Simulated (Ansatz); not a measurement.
# Single-point calculation, with input and output: Ti24O48 (part 1 of 2)

System: Ti24O48 (72 atoms in the cell).
Method: DFT, HSE06, PAW, plane waves (Ansatz 0.2.0).

The structure was built on a prototype by a generator.

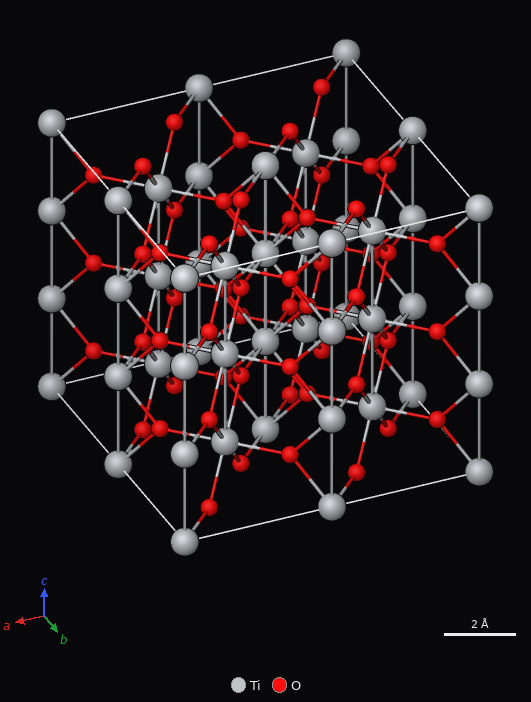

*The structure as given in the input (ball-and-stick view of the cell of the calculation, seen at an oblique angle).*

### Input file
```yaml
crystal:
  lattice:
    - [9.182828, 0.000000, 0.000000]
    - [0.000000, 9.182828, 0.000000]
    - [0.000000, 0.000000, 8.816612]
  atoms:
    - { symbol: Ti, position: [0.000000, 0.000000, 0.000000] }
    - { symbol: Ti, position: [0.000000, 0.000000, 0.333333] }
    - { symbol: Ti, position: [0.000000, 0.000000, 0.666667] }
    - { symbol: Ti, position: [0.000000, 0.500000, 0.000000] }
    - { symbol: Ti, position: [0.000000, 0.500000, 0.333333] }
    - { symbol: Ti, position: [0.000000, 0.500000, 0.666667] }
    - { symbol: Ti, position: [0.500000, 0.000000, 0.000000] }
    - { symbol: Ti, position: [0.500000, 0.000000, 0.333333] }
    - { symbol: Ti, position: [0.500000, 0.000000, 0.666667] }
    - { symbol: Ti, position: [0.500000, 0.500000, 0.000000] }
    - { symbol: Ti, position: [0.500000, 0.500000, 0.333333] }
    - { symbol: Ti, position: [0.500000, 0.500000, 0.666667] }
    - { symbol: Ti, position: [0.250000, 0.250000, 0.166667] }
    - { symbol: Ti, position: [0.250000, 0.250000, 0.500000] }
    - { symbol: Ti, position: [0.250000, 0.250000, 0.833333] }
    - { symbol: Ti, position: [0.250000, 0.750000, 0.166667] }
    - { symbol: Ti, position: [0.250000, 0.750000, 0.500000] }
    - { symbol: Ti, position: [0.250000, 0.750000, 0.833333] }
    - { symbol: Ti, position: [0.750000, 0.250000, 0.166667] }
    - { symbol: Ti, position: [0.750000, 0.250000, 0.500000] }
    - { symbol: Ti, position: [0.750000, 0.250000, 0.833333] }
    - { symbol: Ti, position: [0.750000, 0.750000, 0.166667] }
    - { symbol: Ti, position: [0.750000, 0.750000, 0.500000] }
    - { symbol: Ti, position: [0.750000, 0.750000, 0.833333] }
    - { symbol: O, position: [0.152228, 0.152228, 0.000000] }
    - { symbol: O, position: [0.152228, 0.152228, 0.333333] }
    - { symbol: O, position: [0.152228, 0.152228, 0.666667] }
    - { symbol: O, position: [0.152228, 0.652228, 0.000000] }
    - { symbol: O, position: [0.152228, 0.652228, 0.333333] }
    - { symbol: O, position: [0.152228, 0.652228, 0.666667] }
    - { symbol: O, position: [0.652228, 0.152228, 0.000000] }
    - { symbol: O, position: [0.652228, 0.152228, 0.333333] }
    - { symbol: O, position: [0.652228, 0.152228, 0.666667] }
    - { symbol: O, position: [0.652228, 0.652228, 0.000000] }
    - { symbol: O, position: [0.652228, 0.652228, 0.333333] }
    - { symbol: O, position: [0.652228, 0.652228, 0.666667] }
    - { symbol: O, position: [0.347772, 0.347772, 0.000000] }
    - { symbol: O, position: [0.347772, 0.347772, 0.333333] }
    - { symbol: O, position: [0.347772, 0.347772, 0.666667] }
    - { symbol: O, position: [0.347772, 0.847772, 0.000000] }
    - { symbol: O, position: [0.347772, 0.847772, 0.333333] }
    - { symbol: O, position: [0.347772, 0.847772, 0.666667] }
    - { symbol: O, position: [0.847772, 0.347772, 0.000000] }
    - { symbol: O, position: [0.847772, 0.347772, 0.333333] }
    - { symbol: O, position: [0.847772, 0.347772, 0.666667] }
    - { symbol: O, position: [0.847772, 0.847772, 0.000000] }
    - { symbol: O, position: [0.847772, 0.847772, 0.333333] }
    - { symbol: O, position: [0.847772, 0.847772, 0.666667] }
    - { symbol: O, position: [0.097772, 0.402228, 0.166667] }
    - { symbol: O, position: [0.097772, 0.402228, 0.500000] }
    - { symbol: O, position: [0.097772, 0.402228, 0.833333] }
    - { symbol: O, position: [0.097772, 0.902228, 0.166667] }
    - { symbol: O, position: [0.097772, 0.902228, 0.500000] }
    - { symbol: O, position: [0.097772, 0.902228, 0.833333] }
    - { symbol: O, position: [0.597772, 0.402228, 0.166667] }
    - { symbol: O, position: [0.597772, 0.402228, 0.500000] }
    - { symbol: O, position: [0.597772, 0.402228, 0.833333] }
    - { symbol: O, position: [0.597772, 0.902228, 0.166667] }
    - { symbol: O, position: [0.597772, 0.902228, 0.500000] }
    - { symbol: O, position: [0.597772, 0.902228, 0.833333] }
    - { symbol: O, position: [0.402228, 0.097772, 0.166667] }
    - { symbol: O, position: [0.402228, 0.097772, 0.500000] }
    - { symbol: O, position: [0.402228, 0.097772, 0.833333] }
    - { symbol: O, position: [0.402228, 0.597772, 0.166667] }
    - { symbol: O, position: [0.402228, 0.597772, 0.500000] }
    - { symbol: O, position: [0.402228, 0.597772, 0.833333] }
    - { symbol: O, position: [0.902228, 0.097772, 0.166667] }
    - { symbol: O, position: [0.902228, 0.097772, 0.500000] }
    - { symbol: O, position: [0.902228, 0.097772, 0.833333] }
    - { symbol: O, position: [0.902228, 0.597772, 0.166667] }
    - { symbol: O, position: [0.902228, 0.597772, 0.500000] }
    - { symbol: O, position: [0.902228, 0.597772, 0.833333] }
kpoints:
  mp_grid: { grid: [1, 1, 1] }
hamiltonian:
  xc: hse06
scf:
  occupations: { method: fermi_dirac, width: 0.01 }
output:
  forces: true
  eigenvalues: true
  populations: true
  eigenstates: { kpoints: [[0, 0, 0]], e_range: [-6.0, 6.0], localisation: true }
```

Machine: 7 threads of Arm Neoverse-V2, shared host.

### Output
```
Pseudopotentials: kind: paw
Functional definition: HSE06
  parameter a = 0.25
  parameter omega = 0.11/bohr
  exchange = pbe_x - a*pbe_x_sr(omega) + a*exact_x_sr(omega)
  correlation = pbe_c
Crystal: 72 atoms, lattice volume = 743.455 Å³
Basis set: ecut = 420 eV, 14577 PW (Γ), exchange–correlation on 128×128×120 points (8 copies of the dense FFT grid, shifted against one another)
Bands: 360, of which v1, the nominal top of the filled ones, is band 288 counted from 1 (287 counted from 0)
Symmetry: 192 space group operations
Space group: P42/mnm (ITA 136), of the structure as read, at distance tolerance 9.1e-5 Å
k-points: 1
Non-local potential: Ti, projectors of the file, l = 0: 3, l = 1: 2, l = 2: 3, l = 3: 1
Non-local potential: O, projectors of the file, l = 0: 2, l = 1: 2, l = 2: 1
PAW form: soft (Blöchl's): semilocal exchange-correlation on the pseudo side does not see the compensation charge
PAW frozen core: Ti, regenerated for the run's functional, and the local potential with it (the file was generated under x = pbe(κ = 0.804, μ = 0.2195149727645171), c = pbe(β = 0.06672455060314922))
PAW frozen core: O, regenerated for the run's functional, and the local potential with it (the file was generated under x = pbe(κ = 0.804, μ = 0.2195149727645171), c = pbe(β = 0.06672455060314922))
PAW one-centre angular grid: Ti, 590 points (default); XC on 64 Gauss nodes
PAW one-centre angular grid: O, 110 points (default); XC on 96 Gauss nodes
Initial density: superposition of atomic densities (neutral atoms: chi_scale 0, normalization atom), corrected by the library's trained network
Initial wavefunctions: pseudopotential atomic-orbital guess
Functional: x = pbe(κ = 0.804, μ = 0.2195149727645171), c = pbe(β = 0.06672455060314922), warm-up for x = pbe(κ = 0.804, μ = 0.2195149727645171) + 0.25 (exact − pbe) at short range (hse, ω = 0.20786987370883472 Å⁻¹), c = pbe(β = 0.06672455060314922); HSE06 as pw.x's `hse` composes it (authors' and Libxc's form: `xc: wpbeh`)
SCF iter   1: F=—  HF=-87326.188247 eV  |F-HF|=—  |Δ(HF+E_count)|=         —  Δρ=3.12e-3  dr2=3.99e-2  ethr=1.77e-3  ⟨swp⟩=5.0  Hψ=1446  notcnv=0
preconditioner: auto → none  [insulator: Δε(μ)=1.887 eV  Ē_g=9.475 eV  σ=0.010 eV  W_gap=1.00  n_scr=234 (ndim 8)  ℏωp=26.7 eV  f_vac=0.017  D(μ)=0.00/eV (n_scr^D=0)]
SCF iter   2: F=—  HF=-87326.213319 eV  |F-HF|=—  |Δ(HF+E_count)|=   2.51e-2  Δρ=2.90e-3  dr2=5.59e-2  ethr=6.92e-6  ⟨swp⟩=5.0  Hψ=1229  notcnv=0
SCF iter   3: F=—  HF=-87326.207244 eV  |F-HF|=—  |Δ(HF+E_count)|=   6.07e-3  Δρ=1.32e-3  dr2=9.48e-3  ethr=6.92e-6  ⟨swp⟩=4.0  Hψ=1001  notcnv=0
SCF iter   4: F=—  HF=-87326.208220 eV  |F-HF|=—  |Δ(HF+E_count)|=   9.76e-4  Δρ=5.26e-4  dr2=1.68e-3  ethr=1.65e-6  ⟨swp⟩=3.0  Hψ=721  notcnv=0
iter 5 solved again at ethr=2.67e-8 eV; its pass at ethr=2.92e-7 eV (dr2=1.54e-4 eV) is discarded
SCF iter   5: F=-87326.208562 eV  HF=-87326.208682 eV  |F-HF|=1.20e-4  |Δ(HF+E_count)|=   4.62e-4  Δρ=1.44e-4  dr2=1.54e-4  ethr=2.67e-8  ⟨swp⟩=2.0  Hψ=1502  notcnv=0
SCF 1 stopped early in 5 iterations: F = -87326.208562 eV  dr2 = 1.54e-4
  greatest PAW one-centre occupation: 0.999 electrons in one spin orbital (limit 2), on the Ti atom at site 23 (counted from 0), in its partial waves of l = 0
Initial density: handed on by an earlier stage of this run
Initial wavefunctions: those handed on with the density
Functional: x = pbe(κ = 0.804, μ = 0.2195149727645171) + 0.25 (exact − pbe) at short range (hse, ω = 0.20786987370883472 Å⁻¹), c = pbe(β = 0.06672455060314922); HSE06 as pw.x's `hse` composes it (authors' and Libxc's form: `xc: wpbeh`)
Exchange kernel: α = 0.2500, screened, ω = 0.2079 Å⁻¹, Wigner–Seitz truncation, v(0) = 853.4098 eV·Å³, q-mesh 1×1×1, nearest image of the exchange supercell L = 8.82 Å, pair-density grid 60×60×54, without the augmentation charges, whose exchange is taken in its separable form (sized by the pseudopotential files, 64×64×60 at the most), smooth part of the exchange summed in real space on grids 52×52
Frozen-core exchange: fock
SCF iter   1: F=—  HF=-87312.089672 eV  |F-HF|=—  |Δ(HF+E_count)|=         —  Δρ=3.54e-2  dr2=1.29e1  ethr=2.67e-7  ⟨swp⟩=9.0  Hψ=1976  notcnv=0
preconditioner: auto → none  [insulator: Δε(μ)=4.283 eV  Ē_g=12.447 eV  σ=0.010 eV  W_gap=1.00  n_scr=234 (ndim 8)  ℏωp=26.7 eV  f_vac=0.018  D(μ)=0.00/eV (n_scr^D=0)]
SCF iter   2: F=—  HF=-87310.389057 eV  |F-HF|=—  |Δ(HF+E_count)|=    1.70e0  Δρ=3.48e-2  dr2=8.79e0  ethr=2.67e-7  ⟨swp⟩=8.0  Hψ=1893  notcnv=0
SCF iter   3: F=—  HF=-87308.558732 eV  |F-HF|=—  |Δ(HF+E_count)|=    1.83e0  Δρ=4.86e-3  dr2=2.41e-1  ethr=2.67e-7  ⟨swp⟩=7.0  Hψ=1717  notcnv=0
SCF iter   4: F=—  HF=-87309.127080 eV  |F-HF|=—  |Δ(HF+E_count)|=   5.68e-1  Δρ=4.15e-3  dr2=1.72e-1  ethr=2.67e-7  ⟨swp⟩=6.0  Hψ=1544  notcnv=0
SCF iter   5: F=—  HF=-87309.082885 eV  |F-HF|=—  |Δ(HF+E_count)|=   4.42e-2  Δρ=7.87e-4  dr2=1.91e-3  ethr=2.67e-7  ⟨swp⟩=6.0  Hψ=1479  notcnv=0
SCF iter   6: F=—  HF=-87309.089279 eV  |F-HF|=—  |Δ(HF+E_count)|=   6.39e-3  Δρ=2.51e-4  dr2=3.21e-4  ethr=2.41e-7  ⟨swp⟩=5.0  Hψ=1165  notcnv=0
SCF iter   7: F=-87309.089176 eV  HF=-87309.089204 eV  |F-HF|=2.83e-5  |Δ(HF+E_count)|=   7.53e-5  Δρ=4.54e-5  dr2=2.96e-5  ethr=5.28e-8  ⟨swp⟩=3.0  Hψ=677  notcnv=0
SCF 2 stopped early in 7 iterations: F = -87309.089176 eV  dr2 = 2.96e-5
  Residual-converged pass: ⟨swp⟩=4.0  Hψ=1052  notcnv=0  max |occ|·‖R‖ = 5.9e-6 eV (tolerance 6.7e-6 eV)  dr2=2.81e-5  dr2_onsite=1.58e-6  max |Δocc| = 0.0e0
  greatest PAW one-centre occupation: 1.000 electrons in one spin orbital (limit 2), on the Ti atom at site 23 (counted from 0), in its partial waves of l = 0
hybrid outer 1: dexx = +6.619e-1 eV, tail = 1.15e-3 eV
SCF iter   1: F=—  HF=-87309.075943 eV  |F-HF|=—  |Δ(HF+E_count)|=         —  Δρ=1.26e-4  dr2=8.37e-5  ethr=9.99e-7  ⟨swp⟩=7.0  Hψ=943  notcnv=0
preconditioner: auto → none  [insulator: Δε(μ)=3.395 eV  Ē_g=11.699 eV  σ=0.010 eV  W_gap=1.00  n_scr=234 (ndim 8)  ℏωp=26.7 eV  f_vac=0.020  D(μ)=0.00/eV (n_scr^D=0)]
SCF iter   2: F=—  HF=-87309.075928 eV  |F-HF|=—  |Δ(HF+E_count)|=   1.51e-5  Δρ=3.69e-5  dr2=7.79e-6  ethr=1.32e-8  ⟨swp⟩=4.0  Hψ=879  notcnv=0
SCF iter   3: F=—  HF=-87309.075959 eV  |F-HF|=—  |Δ(HF+E_count)|=   3.16e-5  Δρ=1.75e-5  dr2=1.20e-6  ethr=8.04e-10  ⟨swp⟩=5.0  Hψ=1182  notcnv=0
SCF iter   4: F=—  HF=-87309.075959 eV  |F-HF|=—  |Δ(HF+E_count)|=   3.35e-7  Δρ=3.66e-6  dr2=1.81e-7  ethr=1.89e-10  ⟨swp⟩=3.0  Hψ=773  notcnv=0
SCF iter   5: F=—  HF=-87309.075960 eV  |F-HF|=—  |Δ(HF+E_count)|=   1.36e-6  Δρ=4.17e-6  dr2=1.04e-7  ethr=1.51e-11 (applied; sched 9.09e-12)  ⟨swp⟩=5.0  Hψ=1283  notcnv=0
SCF iter   6: F=—  HF=-87309.075960 eV  |F-HF|=—  |Δ(HF+E_count)|=   9.98e-8  Δρ=2.83e-6  dr2=5.24e-8  ethr=9.09e-12  ⟨swp⟩=6.0  Hψ=1014  notcnv=0
SCF iter   7: F=-87309.075960 eV  HF=-87309.075960 eV  |F-HF|=1.94e-9  |Δ(HF+E_count)|=   1.19e-8  Δρ=6.15e-7  dr2=3.01e-9  ethr=7.71e-12  ⟨swp⟩=4.0  Hψ=716  notcnv=0
SCF 3 converged in 7 iterations: F = -87309.075960 eV  dr2 = 3.01e-9
  Residual-converged pass: ⟨swp⟩=3.0  Hψ=649  notcnv=0  max |occ|·‖R‖ = 2.7e-6 eV (tolerance 2.7e-6 eV)  dr2=2.60e-9  dr2_onsite=2.68e-10  max |Δocc| = 0.0e0
```

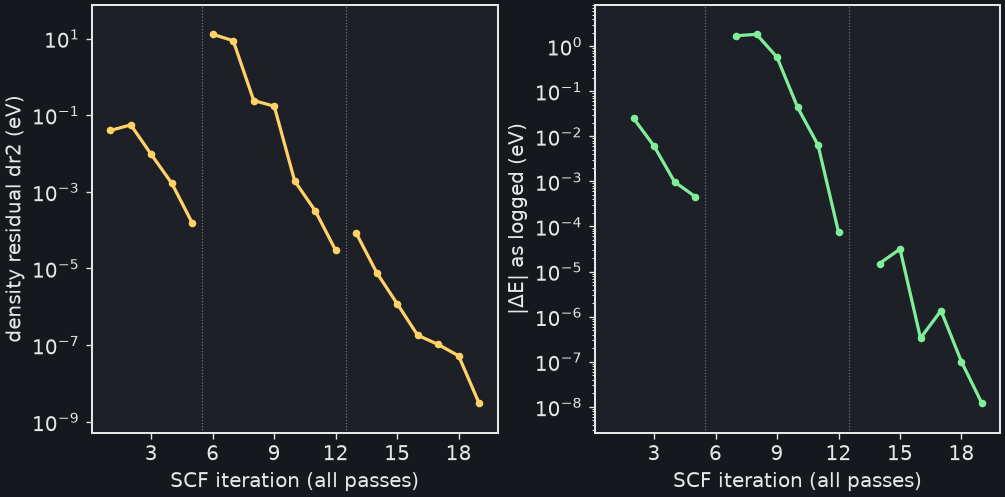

*Convergence of the self-consistent field: density residual dr2 and size of the energy change against the SCF iteration. The run starts with a semilocal functional; after that each stretch between dotted lines is one SCF of the hybrid functional between two exact rebuilds of the exchange operator by the outer loop. Early passes are stopped at a loose threshold.*

The passes take 5, 7 and 7 iterations.
